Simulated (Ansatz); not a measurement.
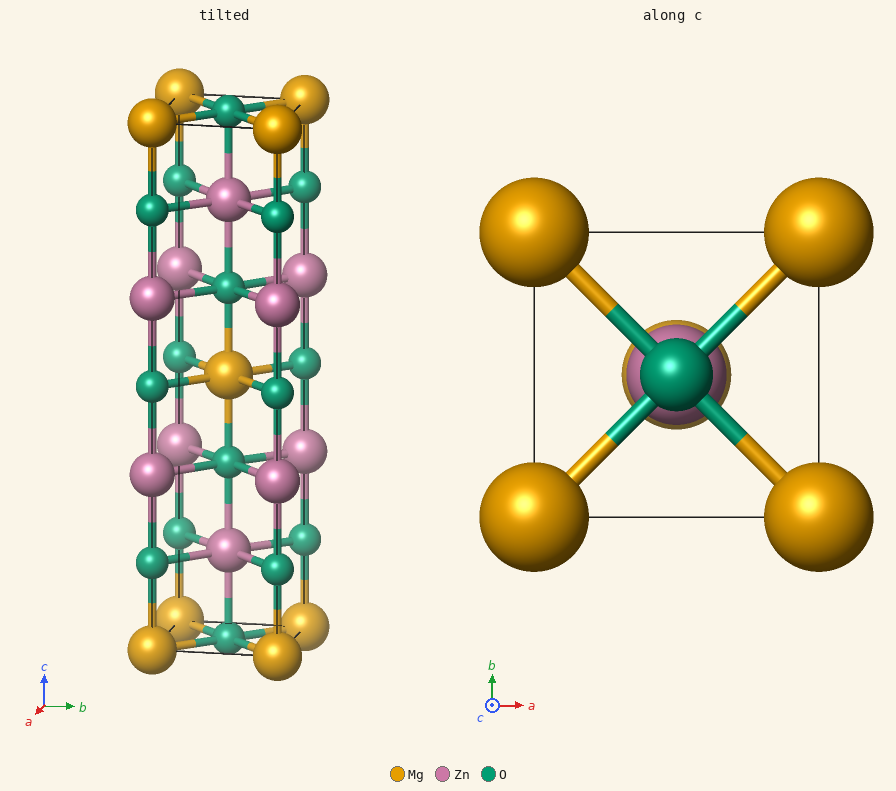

The figure gives a ball-and-stick picture of the atoms, viewed slightly off an axis and along the c axis. The edges of the conventional unit cell are marked. Cell: a = 3.05 Å, b = 3.05 Å, c = 12.90 Å, α = 90.00°, β = 90.00°, γ = 90.00°.

Source of the structure: a structure type filled with these elements by a generator (whether the compound takes this form wasn't checked). Earlier steps of the study, as a rule a relaxation of our own, may have changed the cell and positions, so they can lie some per cent off the listed ones. Ansatz was used for an electronic-structure calculation on it.

Explain the picture.

Answer. Formula: MgZn₂O₃. The symmetry is that of I4/mmm (No. 139), on a body-centred tetragonal lattice. The cell has 12 atoms, namely 2 Mg, 4 Zn, 6 O. Mg is linked to six O in an octahedral arrangement at about 2.1 Å. The Zn atoms are each bonded to six O in an octahedral arrangement at about 2.2 Å. O takes two kinds of site: 4e with five Zn and one Mg in an octahedral arrangement (about 2.2 Å to Zn, 2.1 Å to Mg); 2b with four Mg and two Zn in an octahedral arrangement (about 2.2 Å to Mg, 2.2 Å to Zn). The bonds build a three-dimensional framework.

Computational set-up: DFT r2SCAN, scalar-relativistic, plane waves, PAW in Ansatz, an energy cutoff of 500 eV, k-points about 0.24 Å⁻¹ apart, Gaussian smearing of 0.02 eV, no spin polarisation.

Classify it as metallic or gapped, with the value.

Answer. A semiconductor at this level, with a gap of 2.06 eV, indirect.

What does a Bader analysis give?

Answer. Mg +1.75 e; Zn +1.32 e; O -1.60 to -1.40 e.

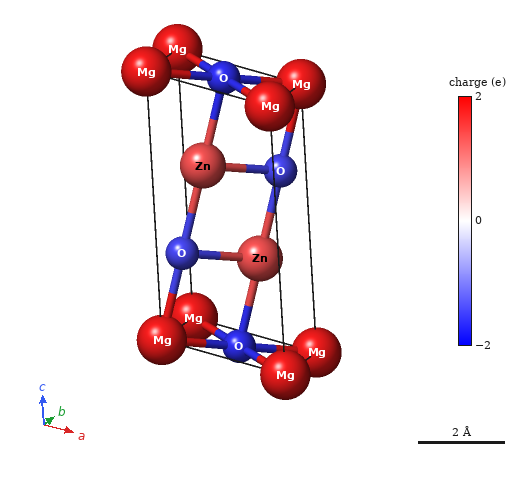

The atoms coloured by those charges. The run's cell of 6 atoms is drawn in a reduced setting, so axes and origin can differ from the first picture.

Can this geometry be taken as optimised?

Answer. No. The largest force is 0.06 eV/Å, on O. The pressure is -6.9 GPa, so the cell would contract.
